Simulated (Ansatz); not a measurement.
# Does disorder add resistance in series? Ru(0001) layers with 12.5 % Au

Two lengths of the disordered region are known. What area resistance does the third give?

Set-up. Ansatz 0.2.0, plane waves with PAW datasets at their recommended cutoffs (420 eV for most), Fermi-Dirac smearing; ballistic transmission by layer matching. The area resistance is RA = A (h/2e²)(1/T − 1/N), with T the zone-mean transmission per spin and N the lead's channels, both averaged over a few energies near the Fermi level; for magnets each spin is taken apart, with h/e², and the two conduct in parallel. Lateral cell 2x2, PBE, a fresh random draw for each length.

The runs, with one result withheld:

```
length (Å)  channels N  RA (fΩ m²)
      4.28       5.440       0.225
      12.8       5.480       0.522
      21.4       5.500           ?
```

Worked fit:

Ohm's law makes RA linear in the length: the slope is (0.522 − 0.225)/(12.8 − 4.28) = 0.0347 fΩ m² per Å, or 35 µΩ cm. Then 0.522 + 0.0347 × 8.56. Predicted: 0.819 fΩ m².

Check against the run:

0.745 fΩ m², so the prediction is 10.0 % too high. The three lengths together give 30 µΩ cm. The two increments are 0.30 and 0.22 fΩ m²; with one draw for each length, their difference can't be told from scatter.

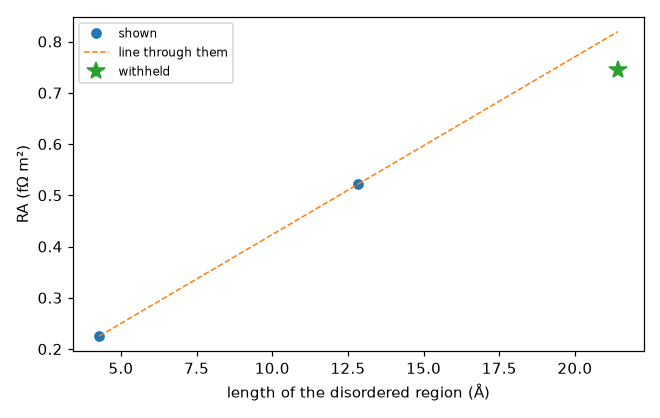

Area resistance against length.

**Limits.** The scatterers repeat sideways with the small cell. The slope is a raw one; a model of isotropic scattering puts it 1.03 times the bulk value over these lengths. Atoms sit unrelaxed on the host's lattice, and the pair may not mix at random in practice. Spin-orbit coupling is left out, which matters for Au.

[Logs are printed without paths, hosts, clocks, repeated set-up lines and the standing remarks that a program may print on its own settings, such as how far it seeks lower states.]
